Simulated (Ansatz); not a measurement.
**Molecular dynamics of Ge (part 5 of 5)**

The same run, continued: Ge (disordered cell, 24 atoms in the cell); DFT PBE, scalar-relativistic, plane waves, PAW, no spin polarisation (Ansatz 0.2.0); cutoff 420 eV, 1×1×1 k-mesh, Fermi–Dirac smearing of 0.05 eV. It belongs to a series of runs on one base structure; here: Langevin dynamics at 300 K from the last frame before.

Geometry of the input (Å; fractional positions):
```
8.2644  -0.0988  -0.0415
-0.0988  8.1007  -0.0850
-0.0415  -0.0850  7.8852
Ge 0.0139  0.4502  0.9201
Ge 0.6427  0.1835  0.5972
Ge 0.0119  0.1073  0.9209
Ge 0.3128  0.5738  0.7146
Ge 0.3152  0.2100  0.7421
Ge 0.9700  0.7682  0.8212
Ge 0.8517  0.7034  0.2821
Ge 0.6654  0.9484  0.3209
Ge 0.3986  0.7853  0.9845
Ge 0.4402  0.8965  0.6796
Ge 0.4160  0.3179  0.3863
Ge 0.1265  0.9265  0.5525
Ge 0.3254  0.0004  0.2717
Ge 0.2990  0.4548  0.0509
Ge 0.6151  0.5478  0.6558
Ge 0.0876  0.8296  0.1139
Ge 0.9360  0.1130  0.2682
Ge 0.7853  0.3613  0.1356
Ge 0.7083  0.9503  0.9473
Ge 0.6542  0.6247  0.9855
Ge 0.3451  0.6085  0.3503
Ge 0.8880  0.4753  0.5155
Ge 0.4885  0.1770  0.0752
Ge 0.1263  0.2733  0.4883
```

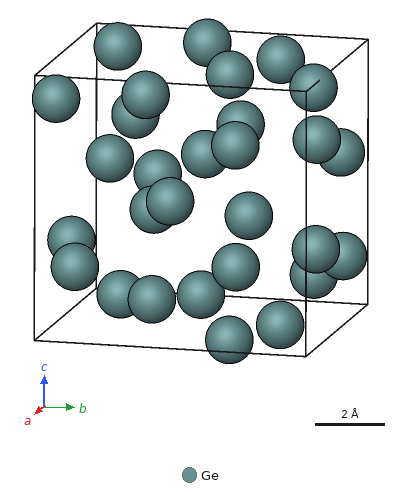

Fig. 1: The geometry at step 65 of the log (spheres-only view of the cell of the calculation, seen slightly off an axis).

### Trajectory as extended XYZ, continued
```
24
Lattice="8.2644 -0.0988 -0.0415 -0.0988 8.1007 -0.0850 -0.0415 -0.0850 7.8852" Properties=species:S:1:pos:R:3:forces:R:3 step=58 time_fs=174.0 energy=-103071.72122 temperature=316.2 pressure_GPa=0.48
Ge    0.0108    3.2786    7.4887    0.7171   0.0436  -0.4598
Ge    5.1953    1.4915    4.8994   -0.0273  -0.1555  -0.4116
Ge   -0.0211    0.5858    7.2500    0.7681   0.1245   0.1046
Ge    2.4096    4.7443    5.5327   -0.1191   0.1003   0.2538
Ge    2.5176    1.6317    5.7097   -0.2513   0.0742   0.3998
Ge    7.6658    5.7524    6.0216    0.2177  -0.3236   0.1098
Ge    7.0211    5.5752    2.1875   -0.3731  -0.0378   0.2911
Ge    5.2545    7.6377    2.4801    0.3933  -0.1341   0.1661
Ge    3.1661    6.1431    7.7119   -0.1022  -0.2764   0.2438
Ge    3.6532    7.3282    5.4260    0.0554   0.1283   0.0071
Ge    3.3924    2.4051    3.1429    0.0717   0.1706  -0.5801
Ge    0.9557    7.4542    4.5795    0.0159   0.0228   0.1322
Ge    2.6609   -0.2246    1.9490    0.2091   0.2874   0.3656
Ge    2.5790    3.6906    0.4686   -0.3629  -0.1884  -0.1516
Ge    5.0858    4.2935    5.0433   -0.6593  -0.0465   0.4510
Ge    0.6050    6.6474    0.8452   -0.1581   0.2106  -0.7049
Ge    7.4947    0.9238    2.0365    0.0132  -0.0772   0.0558
Ge    6.3585    3.0243    0.9882   -0.2491   0.2029   0.7800
Ge    5.8664    7.6191    7.4681   -0.9203   0.3320  -0.0434
Ge    5.4045    5.0858    7.6467    0.1539  -0.5159  -0.2161
Ge    2.6450    5.0648    2.9581   -0.0105   0.1943  -0.3435
Ge    7.3491    3.7275    4.1274    0.4509  -0.1880  -0.3631
Ge    4.2041    1.5952    0.6709   -0.0127  -0.0403  -0.2905
Ge    0.8852    2.0313    3.6736    0.1796   0.0922   0.2037
24
Lattice="8.2644 -0.0988 -0.0415 -0.0988 8.1007 -0.0850 -0.0415 -0.0850 7.8852" Properties=species:S:1:pos:R:3:forces:R:3 step=61 time_fs=183.0 energy=-103071.76027 temperature=298.8 pressure_GPa=0.49
Ge    0.0352    3.2700    7.4877    0.5911   0.0253  -0.3920
Ge    5.1744    1.4735    4.8995   -0.0390  -0.0818  -0.4458
Ge   -0.0324    0.5724    7.2462    0.9740   0.1925   0.0699
Ge    2.4109    4.7542    5.5489   -0.1473   0.0890   0.0633
Ge    2.4854    1.6268    5.7094   -0.1180   0.0097   0.5169
Ge    7.6482    5.7312    5.9964    0.2980  -0.2333   0.1506
Ge    7.0264    5.6027    2.2029   -0.4251  -0.1665   0.3638
Ge    5.2773    7.6490    2.5007    0.2101  -0.1406   0.1336
Ge    3.1808    6.1207    7.7079   -0.0690  -0.2545   0.3990
Ge    3.6715    7.3236    5.4411   -0.0177   0.1655  -0.1069
Ge    3.3887    2.4059    3.1306    0.1358   0.2022  -0.5204
Ge    0.9481    7.4628    4.5860    0.0745  -0.0512   0.1865
Ge    2.6510   -0.2227    1.9351    0.3270   0.2439   0.3433
Ge    2.5876    3.6836    0.4723   -0.3767  -0.1188  -0.1401
Ge    5.0831    4.2940    5.0926   -0.4991  -0.1888   0.2167
Ge    0.6063    6.6373    0.8660   -0.1152   0.1926  -0.8258
Ge    7.4886    0.9308    2.0486    0.1240  -0.0518   0.0850
Ge    6.3641    3.0067    0.9928   -0.1847   0.2912   0.6896
Ge    5.8746    7.6369    7.4439   -1.1049   0.1733   0.1093
Ge    5.4352    5.0734    7.6299    0.1097  -0.3832   0.0048
Ge    2.6568    5.0793    2.9409   -0.0253   0.1845  -0.2245
Ge    7.3806    3.7259    4.1395    0.2202  -0.1661  -0.4109
Ge    4.1859    1.6044    0.6752    0.1156  -0.0786  -0.2981
Ge    0.9200    2.0151    3.6864   -0.0582   0.1455   0.0324
24
Lattice="8.2644 -0.0988 -0.0415 -0.0988 8.1007 -0.0850 -0.0415 -0.0850 7.8852" Properties=species:S:1:pos:R:3:forces:R:3 step=63 time_fs=189.0 energy=-103071.78792 temperature=260.9 pressure_GPa=0.48
Ge    0.0539    3.2622    7.4887    0.4748   0.0228  -0.3569
Ge    5.1544    1.4597    4.8966   -0.0338  -0.0457  -0.4503
Ge   -0.0336    0.5647    7.2375    0.9397   0.1659   0.0788
Ge    2.4108    4.7566    5.5625   -0.1422   0.0746  -0.0604
Ge    2.4677    1.6278    5.7086   -0.0378  -0.0372   0.5787
Ge    7.6381    5.7207    5.9704    0.3142  -0.1804   0.2229
Ge    7.0261    5.6197    2.2105   -0.3826  -0.1985   0.3510
Ge    5.2983    7.6620    2.5107    0.0523  -0.1663   0.1254
Ge    3.1920    6.1138    7.7094   -0.1386  -0.2591   0.5242
Ge    3.6797    7.3176    5.4610   -0.0609   0.2039  -0.2152
Ge    3.3890    2.4056    3.1173    0.1498   0.2260  -0.4442
Ge    0.9411    7.4605    4.5910    0.1230  -0.0601   0.1959
Ge    2.6453   -0.2109    1.9271    0.3711   0.1883   0.3484
Ge    2.5839    3.6772    0.4787   -0.3431  -0.0597  -0.1386
Ge    5.0843    4.2879    5.1227   -0.4353  -0.2609   0.0772
Ge    0.6143    6.6340    0.8690   -0.1443   0.1569  -0.8423
Ge    7.4849    0.9335    2.0559    0.2391  -0.0077   0.0770
Ge    6.3696    3.0028    0.9971   -0.1640   0.3220   0.6273
Ge    5.8620    7.6429    7.4364   -1.0308   0.1569   0.1637
Ge    5.4425    5.0668    7.6235    0.1658  -0.3582   0.1297
Ge    2.6640    5.0889    2.9278   -0.0350   0.1833  -0.1485
Ge    7.4003    3.7290    4.1394    0.1016  -0.1686  -0.4404
Ge    4.1773    1.6070    0.6774    0.2069  -0.0718  -0.3221
Ge    0.9379    2.0078    3.6924   -0.1898   0.1738  -0.0810
24
Lattice="8.2644 -0.0988 -0.0415 -0.0988 8.1007 -0.0850 -0.0415 -0.0850 7.8852" Properties=species:S:1:pos:R:3:forces:R:3 step=65 time_fs=195.0 energy=-103071.81783 temperature=286.3 pressure_GPa=0.52
Ge    0.0631    3.2521    7.4933    0.4514   0.0283  -0.3874
Ge    5.1358    1.4439    4.8879   -0.0256   0.0074  -0.4492
Ge   -0.0302    0.5577    7.2290    0.8051   0.1143   0.0847
Ge    2.4199    4.7682    5.5657   -0.1237   0.0287  -0.1905
Ge    2.4547    1.6311    5.7110    0.0147  -0.0606   0.5779
Ge    7.6330    5.7075    5.9513    0.3325  -0.1125   0.2925
Ge    7.0227    5.6354    2.2070   -0.3270  -0.2570   0.3601
Ge    5.3171    7.6679    2.5302   -0.0839  -0.1453   0.0817
Ge    3.1924    6.1077    7.7063   -0.1614  -0.2636   0.6603
Ge    3.6817    7.3150    5.4798   -0.0882   0.2447  -0.3170
Ge    3.3943    2.4090    3.0959    0.1026   0.2430  -0.3162
Ge    0.9334    7.4618    4.5992    0.1632  -0.0565   0.1880
Ge    2.6415   -0.1992    1.9180    0.3938   0.1258   0.3656
Ge    2.5769    3.6746    0.4756   -0.3256  -0.0233  -0.1243
Ge    5.0971    4.2808    5.1548   -0.4278  -0.3312  -0.0406
Ge    0.6185    6.6359    0.8625   -0.1561   0.1415  -0.8201
Ge    7.4891    0.9269    2.0663    0.2500   0.0453   0.0147
Ge    6.3814    3.0074    0.9989   -0.2573   0.2601   0.6487
Ge    5.8389    7.6485    7.4373   -0.8638   0.1895   0.1895
Ge    5.4481    5.0657    7.6221    0.1899  -0.3358   0.2413
Ge    2.6594    5.0974    2.9112   -0.0330   0.1751  -0.1011
Ge    7.4223    3.7343    4.1444    0.0233  -0.1826  -0.4998
Ge    4.1641    1.6097    0.6716    0.3393  -0.0507  -0.3425
Ge    0.9477    2.0001    3.6894   -0.1925   0.2153  -0.1163
24
Lattice="8.2644 -0.0988 -0.0415 -0.0988 8.1007 -0.0850 -0.0415 -0.0850 7.8852" Properties=species:S:1:pos:R:3:forces:R:3 step=68 time_fs=204.0 energy=-103071.83367 temperature=342.2 pressure_GPa=0.57
Ge    0.0573    3.2232    7.4796    0.4255   0.0952  -0.3638
Ge    5.1248    1.4254    4.8789   -0.0500   0.0841  -0.4658
Ge   -0.0239    0.5499    7.2127    0.6508   0.0411   0.0783
Ge    2.4299    4.7870    5.5634   -0.1044  -0.0344  -0.3646
Ge    2.4390    1.6496    5.7390    0.0519  -0.1073   0.4565
Ge    7.6386    5.6766    5.9249    0.3554   0.0212   0.4390
Ge    7.0183    5.6497    2.1908   -0.2759  -0.3831   0.3635
Ge    5.3369    7.6493    2.5553   -0.1992  -0.0032  -0.0300
Ge    3.1976    6.0903    7.7016   -0.2407  -0.2184   0.8470
Ge    3.6746    7.3190    5.5042   -0.1218   0.3302  -0.4350
Ge    3.4100    2.4173    3.0647    0.0313   0.2609  -0.1292
Ge    0.9255    7.4627    4.6129    0.2213  -0.0237   0.1541
Ge    2.6363   -0.1679    1.9036    0.3995  -0.0206   0.3833
Ge    2.5674    3.6710    0.4672   -0.3588   0.0186  -0.1100
Ge    5.1128    4.2764    5.2041   -0.4399  -0.4508  -0.2419
Ge    0.6137    6.6523    0.8516   -0.0598   0.1380  -0.7657
Ge    7.5096    0.9155    2.0913    0.0339   0.0206  -0.1231
Ge    6.3961    3.0045    1.0174   -0.3597   0.2089   0.6269
Ge    5.8126    7.6574    7.4366   -0.6882   0.2396   0.2379
Ge    5.4577    5.0722    7.6152    0.3034  -0.3699   0.4572
Ge    2.6453    5.1028    2.8945   -0.0289   0.1630  -0.0563
Ge    7.4471    3.7471    4.1563   -0.0259  -0.3497  -0.6465
Ge    4.1443    1.6145    0.6501    0.5302  -0.0088  -0.3728
Ge    0.9640    1.9796    3.6671   -0.0499   0.3484   0.0609
24
Lattice="8.2644 -0.0988 -0.0415 -0.0988 8.1007 -0.0850 -0.0415 -0.0850 7.8852" Properties=species:S:1:pos:R:3:forces:R:3 step=70 time_fs=210.0 energy=-103071.82503 temperature=328.3 pressure_GPa=0.58
Ge    0.0565    3.2184    7.4660    0.3561   0.0962  -0.3336
Ge    5.1140    1.4175    4.8796   -0.0502   0.1366  -0.4982
Ge   -0.0151    0.5402    7.2029    0.6054   0.0743   0.0497
Ge    2.4400    4.7962    5.5580   -0.0725  -0.0606  -0.4484
Ge    2.4274    1.6579    5.7634    0.0429  -0.1209   0.3728
Ge    7.6456    5.6574    5.9188    0.3611   0.1002   0.5301
Ge    7.0123    5.6517    2.1836   -0.2287  -0.4353   0.3174
Ge    5.3533    7.6400    2.5618   -0.3336   0.0335  -0.0725
Ge    3.1992    6.0831    7.6997   -0.2292  -0.1906   0.9149
Ge    3.6628    7.3294    5.5099   -0.1546   0.3302  -0.4487
Ge    3.4164    2.4242    3.0436   -0.0046   0.2623   0.0016
Ge    0.9190    7.4595    4.6167    0.2596  -0.0013   0.1401
Ge    2.6307   -0.1386    1.8983    0.3951  -0.1416   0.3656
Ge    2.5605    3.6715    0.4650   -0.3564   0.0500  -0.1117
Ge    5.1256    4.2717    5.2362   -0.4762  -0.5239  -0.3846
Ge    0.6075    6.6610    0.8403    0.0231   0.1182  -0.6813
Ge    7.5102    0.9063    2.1099   -0.0089   0.0169  -0.1869
Ge    6.4113    2.9900    1.0382   -0.3826   0.2365   0.5580
Ge    5.8098    7.6679    7.4299   -0.6772   0.2027   0.2865
Ge    5.4652    5.0696    7.6093    0.3300  -0.3156   0.6358
Ge    2.6342    5.0983    2.8849   -0.0300   0.1752  -0.0404
Ge    7.4568    3.7564    4.1651   -0.0216  -0.4789  -0.7365
Ge    4.1371    1.6229    0.6351    0.6135   0.0029  -0.4101
Ge    0.9719    1.9620    3.6544    0.0392   0.4331   0.1803
24
Lattice="8.2644 -0.0988 -0.0415 -0.0988 8.1007 -0.0850 -0.0415 -0.0850 7.8852" Properties=species:S:1:pos:R:3:forces:R:3 step=72 time_fs=216.0 energy=-103071.83616 temperature=326.3 pressure_GPa=0.59
Ge    0.0599    3.2202    7.4488    0.2312   0.0659  -0.2747
Ge    5.1093    1.4163    4.8727   -0.0634   0.1634  -0.5257
Ge   -0.0142    0.5262    7.2053    0.5924   0.1520  -0.0120
Ge    2.4484    4.8056    5.5485   -0.0430  -0.0636  -0.4727
Ge    2.4154    1.6692    5.7866    0.0353  -0.1311   0.3225
Ge    7.6551    5.6384    5.9191    0.3510   0.1455   0.5748
Ge    7.0061    5.6560    2.1816   -0.1194  -0.4813   0.2384
Ge    5.3745    7.6304    2.5591   -0.4916   0.0666  -0.0983
Ge    3.2057    6.0860    7.7042   -0.1860  -0.2342   0.9332
Ge    3.6461    7.3426    5.5182   -0.1675   0.3507  -0.4603
Ge    3.4079    2.4268    3.0283    0.0182   0.2675   0.0723
Ge    0.9146    7.4568    4.6168    0.2771   0.0011   0.1377
Ge    2.6246   -0.1093    1.8997    0.4020  -0.2405   0.3470
Ge    2.5518    3.6782    0.4702   -0.3372   0.0947  -0.1198
Ge    5.1269    4.2648    5.2657   -0.4779  -0.5743  -0.5157
Ge    0.6080    6.6685    0.8204    0.0453   0.0406  -0.5493
Ge    7.5121    0.8967    2.1239   -0.0238   0.0045  -0.2489
Ge    6.4216    2.9646    1.0577   -0.3348   0.3113   0.4606
Ge    5.8027    7.6760    7.4261   -0.6955   0.1381   0.3308
Ge    5.4765    5.0566    7.6079    0.3155  -0.2179   0.7913
Ge    2.6230    5.0970    2.8762   -0.0417   0.1912  -0.0336
Ge    7.4541    3.7588    4.1651   -0.0246  -0.5592  -0.7766
Ge    4.1307    1.6378    0.6172    0.6389  -0.0082  -0.4255
Ge    0.9726    1.9434    3.6458    0.0995   0.5171   0.3046
```
